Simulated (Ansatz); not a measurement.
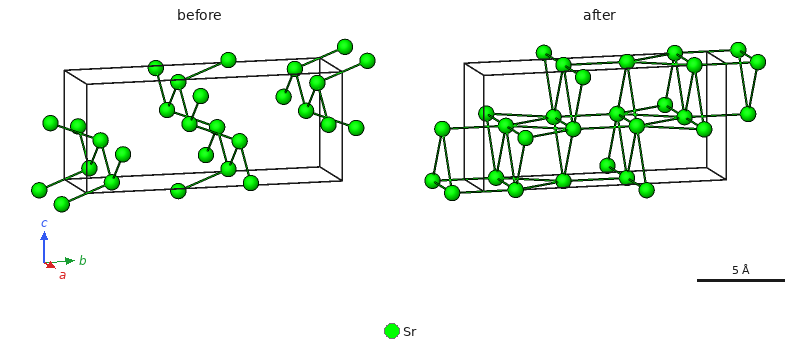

The structure of crystalline Sr (built on the black phosphorus_64 type) (coarse preliminary run) before (left) and after (right) a relaxation, at one scale.

A ball-and-stick model of the conventional cell (2 times the calculation's cell), seen slightly off an axis. Lengths and directions refer to the drawn axes.

Case: black phosphorus type (Cmce, No. 64).

These are results of DFT PBEsol, scalar-relativistic, plane waves, PAW (Ansatz), not measurements.

Input file:
```yaml
crystal:
  lattice:
    - [2.4234786168, -7.6877720472, 0.0]
    - [2.4234786168, 7.6877720472, 0.0]
    - [0.0, 0.0, 6.4137983937]
  atoms:
    - { symbol: Sr, position: [0.098, 0.902, 0.91] }
    - { symbol: Sr, position: [0.598, 0.402, 0.59] }
    - { symbol: Sr, position: [0.902, 0.098, 0.09] }
    - { symbol: Sr, position: [0.402, 0.598, 0.41] }
basis:
  ecutwfc: 420
kpoints:
  mp_grid: { grid: [4, 4, 4] }
hamiltonian:
  xc: pbesol
scf:
  occupations: { method: gaussian, width: 0.1 }
  lower_state_search: "off"
output:
  forces: true
  stress: true
  eigenvalues: true
relax:
  adjacent_minimum: "off"
  f_tol: 0.04
  max_steps: 70
  cell: { stress_tol: 0.4 }
```

Question: Summarise the run.

Answer: The largest moves relative to the cell, 0.78 Å, are those of Sr1, Sr2, Sr3 and Sr4. Sr4 goes along [0 1 3]. The drawn cell changes as follows: a 4.847 → 4.228 Å (−12.8 %), b 15.376 → 14.573 Å (−5.2 %), c 6.414 → 6.829 Å (+6.5 %); the volume changes by −12.0 %. Among the contacts that change: Sr1–Sr3 5.390 → 4.057 Å, Sr1–Sr2 4.989 → 4.016 Å, Sr1–Sr2 (another image) 3.176 → 4.016 Å, Sr1–Sr1 4.847 → 4.228 Å. New bonds form: Sr1–Sr2 (4.99 → 4.02 Å), Sr1–Sr3 (5.39 → 4.06 Å), Sr2–Sr4 (5.39 → 4.06 Å), Sr3–Sr4 (4.99 → 4.02 Å). Among the angles between lasting bonds that change: Sr2–Sr1–Sr2 99.5° → 63.5°, Sr2–Sr1–Sr3 103.4° → 90.0°. The space group (tolerance 0.01 Å) goes from Cmce (No. 64) to Fmmm (No. 69). After 6 accepted moves (7 points after the start) the energy has fallen by 1004 meV per atom. The largest force component goes from 1.7 to 0.011 eV/Å. The pressure goes from 1.28 to 0.00 GPa. The SCF was repeated once at an unchanged geometry on a basis and grid sized afresh for the cell, which shifted the energy by less than 0.05 meV per atom at most. The run took of the order of 22 core-seconds on a shared host.
